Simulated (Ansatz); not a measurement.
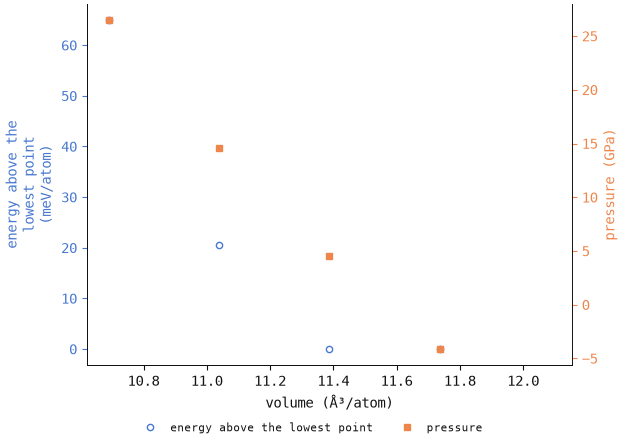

Plotted: energy above the lowest point and pressure against volume for HfN, space group Fm-3m (No. 225) (one of a set of cubic test structures, which need not be the stable phase).

Computed with Ansatz 0.2.0 development build: equation of state of a cubic crystal from periodic Kohn-Sham density functional theory without spin, third-order Birch-Murnaghan fit to the free energies; pressure corrected for the finite basis. Level: HSE06.

structure type rock salt; atoms in cell 2; space group number 225; lattice centring face-centred primitive; k mesh 4×4×4; occupation method Fermi–Dirac; occupation width 0.1 eV; wave cutoff 490 eV; datasets all-electron datasets; density tolerance 1e−09 eV; bands 22; density cutoff ratio 4; nucleus point; search for lower states default; exchange singularity regularized.

The point at volume 12.08 Å³/atom is left out of the plot. What does the calculation give there?

```
volume (Å³/atom)  energy above the lowest point (meV/atom)  pressure (GPa)
           12.08                                      17.1           -11.5
```

Limits of the calculation: coarse k-mesh, values are not converged in k.
